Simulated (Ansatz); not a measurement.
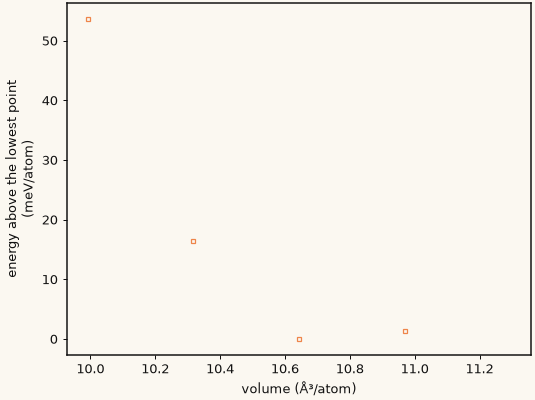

The picture above shows the energy above the lowest point against volume for HfO₂, space group Fm-3m (No. 225) (one of a set of cubic test structures, which need not be the stable phase).

Calculation (Ansatz 0.2.0 development build): equation of state of a cubic crystal from periodic Kohn-Sham density functional theory without spin, third-order Birch-Murnaghan fit to the free energies; pressure corrected for the finite basis. Level: HSE06.

- structure type: fluorite
- atoms in cell: 3
- space group number: 225
- lattice centring: face-centred primitive
- k mesh: 4×4×4
- occupation method: Fermi–Dirac
- occupation width: 0.05 eV
- wave cutoff: 420 eV
- datasets: soft-1 PAW
- density tolerance: 1e−07 eV
- bands: 23
- density cutoff ratio: 4
- search for lower states: default
- exchange singularity: Wigner-Seitz

The point at volume 11.29 Å³/atom is left out of the plot. What does the calculation give there?

| volume (Å³/atom) | energy above the lowest point (meV/atom) |
| --- | --- |
| 11.29 | 18.2 |

Limits of the calculation: cubic model structure, not the ambient form.
